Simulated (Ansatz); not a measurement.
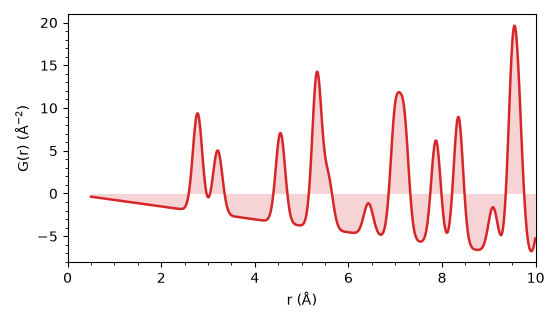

Computed X-ray G(r), with each pair weighted by the product of the atomic numbers (X-ray weights at Q = 0) and a uniform peak width σ = 0.10 Å. There is no Q-range truncation.

Candidate polymorphs:

A. 
```
Ti
1.0
     4.62874    0.00000    0.00000
    -2.31437    4.00861    0.00000
     0.00000    0.00000    2.85676
Ti
3
Direct
  0.00000 0.00000 0.00000
  0.33333 0.66667 0.50000
  0.66667 0.33333 0.50000
```

B. 
```cif
data_structure
_symmetry_space_group_name_H-M 'Im-3m'
_symmetry_Int_Tables_number 229
_cell_length_a 3.2140
_cell_length_b 3.2140
_cell_length_c 3.2140
_cell_angle_alpha 90.000
_cell_angle_beta 90.000
_cell_angle_gamma 90.000
_cell_volume 33.20
loop_
_atom_site_label
_atom_site_type_symbol
_atom_site_symmetry_multiplicity
_atom_site_Wyckoff_symbol
_atom_site_fract_x
_atom_site_fract_y
_atom_site_fract_z
_atom_site_occupancy
Ti1 Ti 2 a 0.00000 0.00000 0.00000 1
```

C. 
```
Ti
1.0
     2.92997    0.00000    0.00000
    -1.46499    2.53743    0.00000
     0.00000    0.00000    9.37852
Ti
4
Direct
  0.00000 0.00000 0.00000
  0.00000 0.00000 0.50000
  0.33333 0.66667 0.25000
  0.66667 0.33333 0.75000
```

D. 
```xyz
1
Lattice="2.6317 0.0000 0.0000 0.0000 2.6317 0.0000 0.0000 0.0000 2.6317" Properties=species:S:1:pos:R:3 pbc="T T T"
Ti    0.0000    0.0000    0.0000
```

Origins: A, the input geometry of an electronic-structure calculation (not necessarily at equilibrium); the starting structure was generated, so it need not be a known form of this composition; B, the end point of a relaxation with Ansatz 0.2.0, DFT, PBEsol, plane waves (420 eV) with PAW, scalar-relativistic; the starting structure was generated, so it need not be a known form of this composition; C, coordinates from a relaxation with DFT, r2SCAN, plane waves (500 eV) with PAW, scalar-relativistic (Ansatz); the starting structure was generated, so it need not be a known form of this composition; D, the geometry relaxed with Ansatz 0.2.0, DFT, m-r2SCAN, plane waves (500 eV) with PAW, scalar-relativistic; the starting structure was generated, so it need not be a known form of this composition.

**Which candidate gives this PDF?**

Candidate B, Ti, Im-3m (first clear peaks at 2.78 Å (Ti–Ti) and 3.21 Å (Ti–Ti)). The others: D would give first clear peaks at 2.63 Å (Ti–Ti) and 3.72 Å (Ti–Ti); C would give first clear peaks at 2.91 Å (Ti–Ti) and 4.12 Å (Ti–Ti); A would give first clear peaks at 3.01 Å (Ti–Ti) and 3.91 Å (Ti–Ti).
